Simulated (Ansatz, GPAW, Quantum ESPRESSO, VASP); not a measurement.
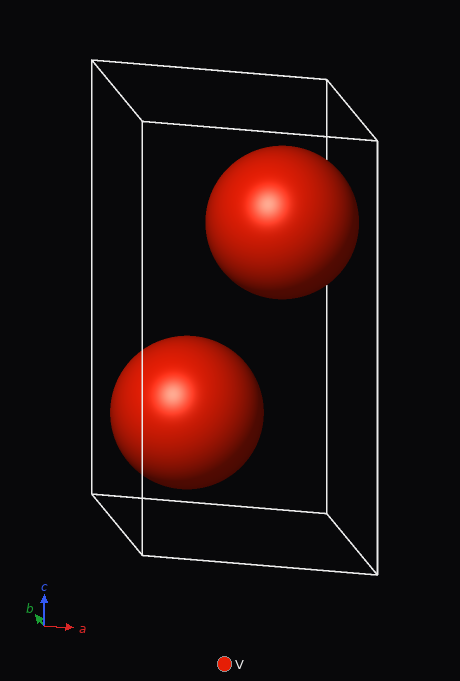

V, hexagonal close-packed (Mg type), space group P6₃/mmc (No. 194), a = 2.604 Å, b = 2.604 Å, c = 4.723 Å, α = 90.00°, β = 90.00°, γ = 120.00° (13.87 Å³/atom). We look at a spheres-only model of the crystal slightly off an axis. The wireframe shows the conventional unit cell. The cell is a structure listed in the Materials Project. This isn't the form of V at room conditions, which is bcc.

The cell was scaled uniformly, at fixed shape and fractional positions, in five programs or potential sets. Alike in all runs: functional PBE; k mesh 12 × 12 × 6 on the run's cell of 2 atoms; occupations fermi-dirac, width 0.05 eV; collinear spin, ferromagnetic start; no spin-orbit coupling.

Energies from Ansatz LAPW (all-electron):

| volume (Å³/atom) | E − E(lowest point) (meV/atom) |
| --- | --- |
| 13.039 | 26.48 |
| 13.317 | 10.66 |
| 13.594 | 2.06 |
| 13.872 | 0.00 |
| 14.149 | 3.86 |
| 14.427 | 13.07 |
| 14.704 | 27.14 |

### What equilibrium volume and bulk modulus do these points give?

V0 = 13.83 Å³/atom, B0 = 173 GPa and B0′ = 3.9. V0 lies 0.3 % below the volume of the cell as given.

The same fit in all programs:

| program | V0 (Å³/atom) | B0 (GPa) | B0′ |
| --- | --- | --- | --- |
| Ansatz LAPW (all-electron) | 13.83 | 173 | 3.9 |
| Quantum ESPRESSO (SSSP 1.3 efficiency) | ? | ? | ? |
| GPAW (PAW data 1.2.1) | 13.91 | 172 | 4.0 |
| Ansatz (Ansatz PAW soft_1) | 13.83 | 173 | 4.0 |
| VASP (PBE potentials, release 64 V_sv) | 13.85 | 173 | 4.0 |

### Estimate the row of Quantum ESPRESSO (SSSP 1.3 efficiency).

V0 = 13.82 Å³/atom, B0 = 173 GPa and B0′ = 3.9. The other rows span 13.83 to 13.91 Å³/atom and 172 to 173 GPa.

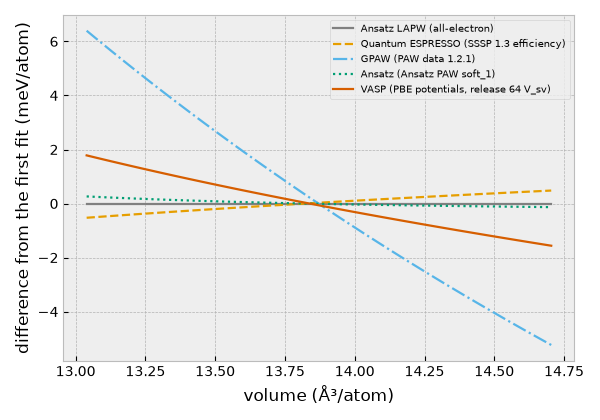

Each fitted curve, counted from its own minimum, less that of Ansatz LAPW (all-electron). With one functional throughout, the spread comes from potentials, basis sets and numerical settings; B0′ is uncertain by a few tenths over so narrow a range. Each run keeps the magnetic state that it reached from a ferromagnetic start.

Caveat: the cell was scaled at fixed shape and fractional positions, which overstates the stiffness of a crystal with free parameters, most of all of layers and chains.
